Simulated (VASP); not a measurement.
# A VASP study of InP (r2SCAN): structure first, properties next, part 2 of 2

Aim: relax InP with r2SCAN, compute its properties on that cell and hold them against experiment. The start is a cell from a database of measured crystal structures.

VASP 6.6.1; r2SCAN; plane waves and PAW (In_d, P).

So far, gap on the k-mesh (eV): 1.04 in steps 2, 3, 4 and 6. The relaxed cell has a = 5.904 Å (conventional setting).

The database entry behind the starting cell differs from later determinations by our own check (0.1 to 0.3 % short, probably kX units), so it need not match the best structure at ambient conditions.

## (7) Elastic constants (r2SCAN) (continued)

Elastic constants with relaxed ions, Voigt order xx yy zz yz xz xy (GPa):

```
98.46 53.58 53.58  0.00  0.00  0.00
53.58 98.46 53.58  0.00  0.00  0.00
53.58 53.58 98.46  0.00  0.00  0.00
 0.00  0.00  0.00 46.26  0.00  0.00
 0.00  0.00  0.00  0.00 46.26  0.00
 0.00  0.00  0.00  0.00  0.00 46.26
```

Elastic constants with clamped ions, Voigt order xx yy zz yz xz xy (GPa):

```
98.46 53.58 53.58  0.00  0.00  0.00
53.58 98.46 53.58  0.00  0.00  0.00
53.58 53.58 98.46  0.00  0.00  0.00
 0.00  0.00  0.00 69.24  0.00  0.00
 0.00  0.00  0.00  0.00 69.24  0.00
 0.00  0.00  0.00  0.00  0.00 69.24
```

Transverse limit, no LO-TO splitting. The modes at Γ (shares of kinetic energy by element, %):

```tsv
mode	frequency (cm⁻¹)	symmetry	In %	P %
1	0.0	acoustic	79	21
2	0.0	acoustic	79	21
3	0.0	acoustic	79	21
4	295.4	T2	21	79
5	295.4	T2	21	79
6	295.4	T2	21	79
```

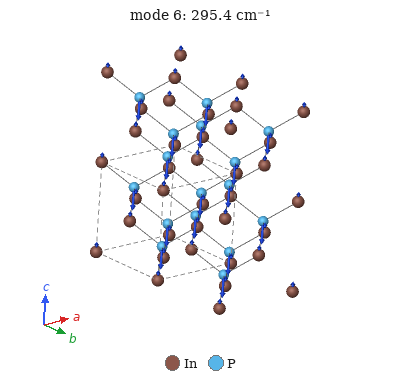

Displacement patterns of mode 6 at Γ; arrows are exaggerated. Bonds to atoms that aren't drawn are left out. 1×2×2 conventional cells are drawn. Some periodic images of atoms are drawn too.

B/G is 1.98, which by Pugh's rule of thumb (1.75) points to a ductile solid. The Zener ratio 2C44/(C11 - C12) is 2.06, where 1 means isotropic. With the density of 4.71 g/cm³ the Hill moduli give sound speeds of 4.94 km/s (longitudinal) and 2.71 km/s (transverse), and from their mean a Debye temperature of 305 K.

## (8) Electric field gradients (r2SCAN)

Field gradients probe how far the charge around each nucleus departs from cubic symmetry; LASPH keeps the non-spherical terms inside the spheres.

INCAR reads:

```
SYSTEM = InP
PREC = Accurate
ENCUT = 400
EDIFF = 1E-07
NELM = 100
ISMEAR = 0
SIGMA = 0.05
LREAL = .FALSE.
ALGO = Normal
METAGGA = R2SCAN
LASPH = .TRUE.
NBANDS = 15
LORBIT = 11
LWAVE = .FALSE.
LCHARG = .FALSE.
KPAR = 2
LEFG = .TRUE.
```

POSCAR reads:

```
InP
1.0
    0.0000000000      2.9519336836      2.9519336836
    2.9519336836      0.0000000000      2.9519336836
    2.9519336836      2.9519336836      0.0000000000
In P
1 1
Direct
    0.0000000000      0.0000000000      0.0000000000
    0.2500000000      0.2500000000      0.2500000000
```

KPOINTS reads:

```
Automatic mesh
0
Gamma
6 6 6
0 0 0
```

Potentials, in the order of the species: In_d and P (PBE family, release 64).

Command:

```console
mpirun -np 2 vasp_std
```

It took 33 s on 2 MPI ranks of AMD EPYC 7R43, shared host; peak memory 0.24 GiB.

This step gave:

```yaml
scf_cycles: 14
free_energy_toten: -32.29 eV
fermi_energy: 5.033 eV
pressure: 0.02747 GPa
gap_on_the_k_mesh: 1.039 eV
least_direct_gap_on_the_k_mesh: 1.039 eV
```

Electric field gradients, by row:

```tsv
atom	Vxx (V/Å²)	Vyy (V/Å²)	Vzz (V/Å²)	asymmetry
In1	-0.002	-0.002	0.005	-
P2	0	0	-0.001	-
```

All gradients vanish within the noise.

The run ends at a pressure of 0.03 GPa.

## (9) Dielectric tensor and Born charges (r2SCAN)

The response to a static field gives the electronic dielectric tensor and the Born charges. It needs tightly converged orbitals, hence the small EDIFF.

Changes to INCAR since step 8:

```diff
@@ -6,3 +6,3 @@
 ISMEAR = 0
-SIGMA = 0.05
+SIGMA = 0.01
 LREAL = .FALSE.
@@ -15,3 +15,3 @@
 LCHARG = .FALSE.
-KPAR = 2
-LEFG = .TRUE.
+LCALCEPS = .TRUE.
+LPEAD = .TRUE.
```

POSCAR is that of step 8.

KPOINTS reads:

```
Automatic mesh
0
Gamma
5 5 5
0 0 0
```

Command:

```console
mpirun -np 2 vasp_std
```

Elapsed: 16 min, on 2 MPI ranks; peak memory 0.31 GiB; 32 min of CPU time.

Energies printed during the response cycles are not total energies of the cell. The log warns that the applied field is near the limit of Zener tunnelling for this mesh, so the response is less certain.

Numbers from this step:

```yaml
bands: 16
irreducible_k_points: 10
```

Electronic dielectric tensor with local fields:

```
9.00 0.00 0.00
0.00 9.00 0.00
0.00 0.00 9.00
```

Born effective charge (e), principal values of the symmetric part by kind of site:

```tsv
atom	atoms with these values	low	middle	high	mean
In1	1	2.56	2.56	2.56	2.56
P2	1	-2.56	-2.56	-2.56	-2.56
```

In full for In1:

```
2.56 0.00 0.00
0.00 2.56 0.00
0.00 0.00 2.56
```

Piezoelectric tensor with clamped ions (C/m²), by row:

```tsv
field	xx	yy	zz	xy	yz	zx
x	0	0	0	0	-0.8003	0
y	0	0	0	0	0	-0.8003
z	0	0	0	-0.8003	0	0
```

The Born charges sum to zero; the printed set may have that rule imposed, so this is no test. The mean Born charge of P, -2.56 e, lies near its nominal -3, though a dynamic charge doesn't by itself measure how ionic a bond is.

## (10) Outcome

| Quantity | Value |
| --- | --- |
| relaxed volume | 25.72 Å³/atom |
| relaxed conventional cell a, b, c | 5.904, 5.904, 5.904 Å |
| space group after relaxing, within 0.02 Å | F-43m (No. 216) |
| band gap | 1.04 eV, direct |
| gap among the points of the DOS mesh alone, an upper bound | 1.04 eV |
| bulk modulus (Hill) | 68.5 GPa |
| shear modulus (Hill) | 34.6 GPa |
| Debye temperature from the elastic constants | 305 K |
| highest zone-centre mode | 295 cm⁻¹ |
| largest field gradient Vzz | zero within the noise on all sites |
| electronic dielectric constant, mean | 9.00 |

In words: With r2SCAN, InP relaxes to 25.72 Å³/atom in space group F-43m (held by the symmetry of the run) and has a direct gap of 1.04 eV. Against the listed cell the volume lies +2.2 %. Band structure (r2SCAN): The path shows a direct gap of 1.04 eV (valence top at Γ, conduction bottom at Γ). Elastic constants (r2SCAN): The highest mode in this list at Γ, 295.4 cm⁻¹, is mostly motion of P (79 % of the kinetic energy). Dielectric tensor and Born charges (r2SCAN): The electronic dielectric tensor with local fields is isotropic, 9.00. Dielectric tensor and Born charges (r2SCAN): Mean Born effective charge: In1 2.56, P2 -2.56 e. Spin-orbit coupling is left out, and with elements this heavy it would split and shift bands near the edges, and it can change the kind of a small gap. Modes at Γ alone can't show that the crystal is stable at other wave vectors, and the LO-TO splitting is not included. No search among competing phases was made, and a listed structure need not be the one stable at ambient conditions. All values are for a static lattice at zero temperature.

Comparison with the measured values:

```
                   quantity  measured        r2SCAN
Raman mode, TO, bulk (cm⁻¹)       306  295 (-3.5 %)
```

Measured values from pmc:7414113 (2020).

How well it matches: The Raman mode is off by -3.5 %: fair agreement. The grades are ours: good and fair within 3 and 7 % for the Raman mode. For Raman mode the calculation has a static lattice, without zero-point motion or thermal expansion.

[Lines on the potential files, build, host, timing and source positions are cut from VASP's logs without a mark.]

[Logs are printed without paths, hosts, clocks, repeated set-up lines and the standing remarks that a program may print on its own settings, such as how far it seeks lower states.]

[Hosts, paths, dates, database ids (printed as entryN), source tags and the programs' standing remarks are cut or masked in the printed files.]

[A measured line is paired with the nearest computed mode of its activity, which favours agreement.]
